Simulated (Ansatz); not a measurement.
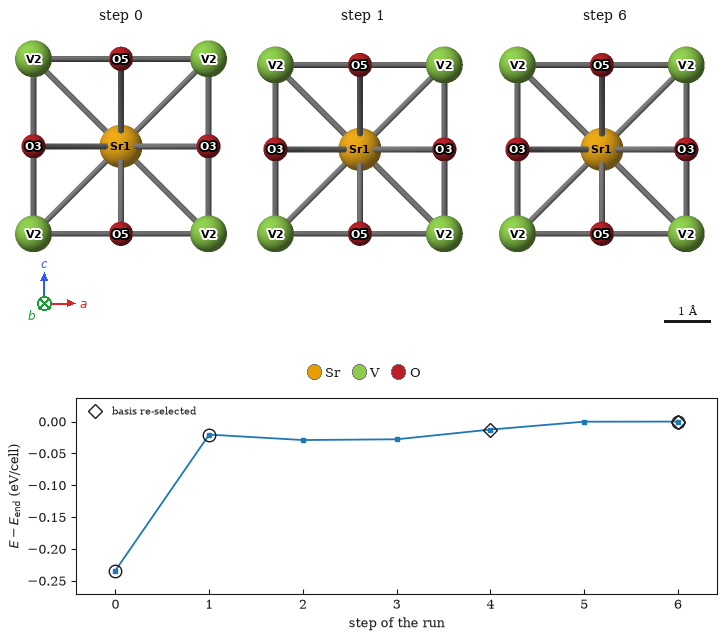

Frames of a relaxation of a crystal of SrVO$_{3}$ (set up in Pm-3m), marked on the history of the run. Style: ball-and-stick. Shown: the cell of the calculation, along the b axis.

The run lets cell and atoms move.

Method: Kohn-Sham DFT of a periodic cell, PBEsol, Ansatz PAW (Ansatz).

The input:
```yaml
crystal:
  lattice:
    - [3.8409, 0.0, 0.0]
    - [0.0, 3.8409, 0.0]
    - [0.0, 0.0, 3.8409]
  atoms:
    - { symbol: Sr, position: [0.5, 0.5, 0.5] }
    - { symbol: V, position: [0.0, 0.0, 0.0], spin: 2.0 }
    - { symbol: O, position: [0.0, 0.0, 0.5] }
    - { symbol: O, position: [0.0, 0.5, 0.0] }
    - { symbol: O, position: [0.5, 0.0, 0.0] }
hamiltonian:
  xc: pbesol
  pseudopotentials: { kind: paw }
magnetization:
  spin_polarized: true
kpoints:
  mp_grid: { grid: [7, 7, 7] }
scf:
  occupations: { method: fermi_dirac, width: 0.05 }
output:
  forces: true
  stress: true
  eigenvalues: true
relax:
  f_tol: 0.01
  max_steps: 40
  cell: { stress_tol: 0.05, p_target: 20.0 }
```

Launched with:
```bash
ansatz run input.yaml --threads 2 --pin off --max-ram 5632MiB --backend cpu --events-out ev --progress --plain --runs-dir out
```

> Describe the path.

Over 4 accepted moves (6 points after the start) the energy rises by 0.234 eV per cell of the calculation. With the target pressure of 20 GPa, the enthalpy E + pV changes by −0.491 eV per cell of the calculation. All forces vanish by symmetry, so only the cell relaxes. The pressure goes from −4.75 to 20.00 GPa. The SCF was repeated twice at an unchanged geometry on a basis and grid sized afresh for the cell, which shifted the energy by 15.3 meV per cell of the calculation at most. No atom moves by more than 0.005 Å relative to the cell. Cell: a = b = c 3.841 → 3.705 Å (−3.5 %). Volume −10.3 %. Among the contacts that change: Sr–V 3.326 → 3.209 Å, O–Sr 2.716 → 2.620 Å, O–V 1.920 → 1.852 Å. The space group stays Pm-3m (No. 221). The program noted that the starting moments weren't kept. From step 0 to 1: volume −10.2 %, energy +0.213 eV per cell of the calculation. From step 1 to 6: energy +20.4 meV per cell of the calculation.

```json
{"step": "0", "E − E(0), meV/atom": "0.00", "pressure, GPa": "-4.75", "volume, Å³/atom": "11.333", "note": ""}
{"step": "1", "E − E(0), meV/atom": "42.66", "pressure, GPa": "20.34", "volume, Å³/atom": "10.179", "note": ""}
{"step": "2", "E − E(0), meV/atom": "40.95", "pressure, GPa": "19.94", "volume, Å³/atom": "10.194", "note": ""}
{"step": "3", "E − E(0), meV/atom": "41.19", "pressure, GPa": "20.00", "volume, Å³/atom": "10.192", "note": ""}
{"step": "4", "E − E(0), meV/atom": "44.24", "pressure, GPa": "19.42", "volume, Å³/atom": "10.192", "note": "same geometry, new basis"}
{"step": "5", "E − E(0), meV/atom": "46.71", "pressure, GPa": "20.01", "volume, Å³/atom": "10.171", "note": ""}
{"step": "6", "E − E(0), meV/atom": "46.75", "pressure, GPa": "20.00", "volume, Å³/atom": "10.171", "note": "same geometry, new basis"}
```

Limits of the set-up: only the magnetic order of this start and cell was tried (total moment 0.0 μB per cell).
